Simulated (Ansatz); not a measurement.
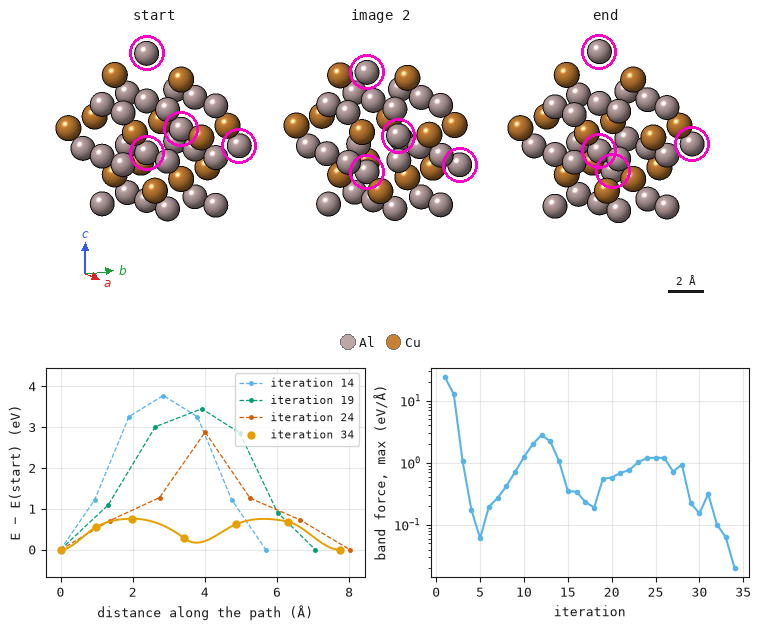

A nudged-elastic-band calculation for a defect cell of composition Al9Cu4 (13 atoms in the cell). Images are numbered from 0 (start) to 6 (end). The plot follows the band through its iterations. A spheres-only model of the atoms within 5.0 Å of the middle of the path, seen slightly off an axis. The atoms that move most are ringed.

Level of theory: DFT PBE, scalar-relativistic, plane waves, PAW in Ansatz 0.2.0.

Input file:
```yaml
crystal:
  lattice:
    - [0.0, 0.0, -5.7824626538]
    - [4.0892560504, -4.0892560504, 0.0]
    - [-4.0892560504, -4.0892560504, 0.0]
  atoms:
    - { symbol: Al, position: [0.2603520707, 0.7396751569, 0.2602833634] }
    - { symbol: Al, position: [0.7396389802, 0.2604082666, 0.2604056276] }
    - { symbol: Al, position: [0.2603479894, 0.2602818103, 0.7396766852] }
    - { symbol: Al, position: [0.7397059099, 0.7396198739, 0.739617184] }
    - { symbol: Al, position: [0.260378223, 0.2603159889, 0.260313122] }
    - { symbol: Al, position: [0.7396706095, 0.739587652, 0.2603746712] }
    - { symbol: Al, position: [0.260320795, 0.7397084988, 0.7397056064] }
    - { symbol: Al, position: [0.7396752816, 0.2603728519, 0.7395894073] }
    - { symbol: Cu, position: [0.5001992786, 2.871e-07, 3.137e-07] }
    - { symbol: Cu, position: [-3.82e-08, 0.4999349707, -3.137e-07] }
    - { symbol: Cu, position: [0.4999079644, 0.5000298154, 0.5000342982] }
    - { symbol: Cu, position: [3.82e-08, -2.871e-07, 0.4999251675] }
    - { symbol: Al, position: [-0.0001180109, 3.72105e-05, 4.29182e-05] }
basis:
  ecutwfc: 420
  xc_grid: 2
kpoints:
  mp_grid: { grid: [4, 4, 4], shift: [0.5, 0.5, 0.5] }
hamiltonian:
  xc: pbe
scf:
  occupations: { method: gaussian, width: 0.1 }
output:
  forces: true
neb:
  images: 5
  f_tol: 0.05
  max_iterations: 70
  order_check: false
  final_atoms:
    - { symbol: Al, position: [0.2397059099, 0.7396198739, 0.239617184] }
    - { symbol: Al, position: [0.7603479894, 0.2602818103, 0.2396766852] }
    - { symbol: Al, position: [0.2396389802, 0.2604082666, 0.7604056276] }
    - { symbol: Al, position: [0.7603520707, 0.7396751569, 0.7602833634] }
    - { symbol: Al, position: [0.2396752816, 0.2603728519, 0.2395894073] }
    - { symbol: Al, position: [0.760320795, 0.7397084988, 0.2397056064] }
    - { symbol: Al, position: [0.2396706095, 0.739587652, 0.7603746712] }
    - { symbol: Al, position: [0.760378223, 0.2603159889, 0.760313122] }
    - { symbol: Cu, position: [0.5000000382, -2.871e-07, -7.48325e-05] }
    - { symbol: Cu, position: [-9.20356e-05, 0.5000298154, 3.42982e-05] }
    - { symbol: Cu, position: [0.4999999618, 0.4999349707, 0.4999996863] }
    - { symbol: Cu, position: [0.0001992786, 2.871e-07, 0.5000003137] }
    - { symbol: Al, position: [-0.5001180109, 3.72105e-05, -0.4999570818] }
```

Run as
```bash
ansatz run input.yaml --threads 4 --pin off --max-ram 10240MiB --backend cpu --events-out ev --progress --plain --runs-dir out
```

**Judge this run.**

The run is converged, with reservations. The band converged in 34 iterations. The largest component of the band force went from 24 to 0.02 eV/Å. The climbing image converged on the top of the path. Its curvatures weren't checked. The first iteration put the highest image at 23.23 eV. The two ends have the same energy, and the highest point, image 2, lies 0.76 eV above the start. The profile has 2 maxima (images 2, 5) with a dip at image 3 (+0.28 eV), so the process runs in steps.

Limits of the set-up: the periodic images lie only 5.8 Å apart, so the values are limited by the cell's size.
